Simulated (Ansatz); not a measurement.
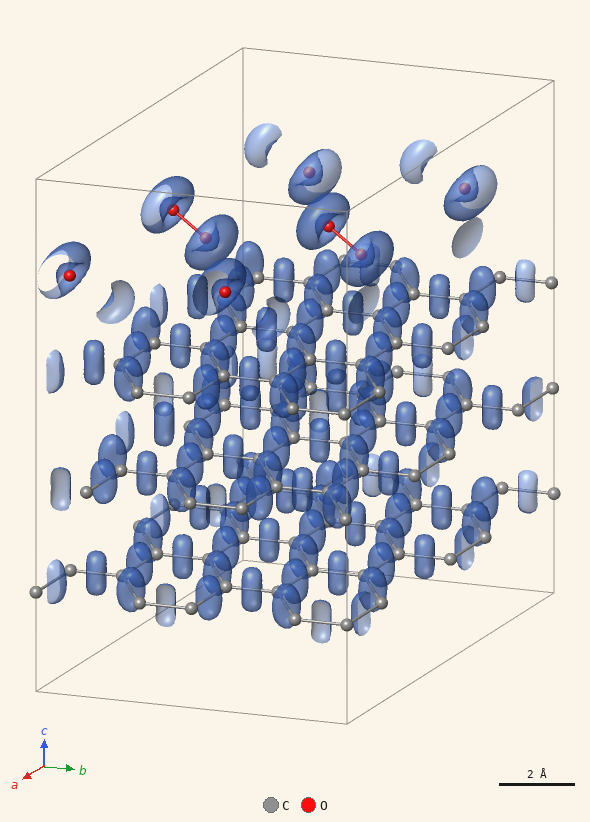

Figure. C₉O (slab). Isosurface of the electron localisation function at 0.8 (blue), seen at an oblique angle. Only the valence region is drawn (cores and ρ < 0.01 e/Å³ removed). Sticks mark near contacts.

Computed with DFT PBE+D3(BJ), scalar-relativistic, plane waves, PAW in Ansatz 0.2.0.

Core electrons are frozen (PAW), and the valence fields are smoothed inside the atomic spheres.

> Where are the electrons localised?

The ELF exceeds this value in 27 regions between bonded C–C atoms and two lobes on O, pointing away from the bonds (lone pairs, which may merge into one lobe), counted in one cell of 20 atoms. Counts are for one cell; the picture repeats the cell along the surface.

Values along the shortest contacts:
O–O (1.23 Å): the ELF peaks at about 0.75 between the atoms. C–C (1.42 Å): the ELF peaks at about 0.95 between the atoms.

> Does the calculation make it a metal, or give it a gap?

It is gapless in this calculation (a metal or semimetal).
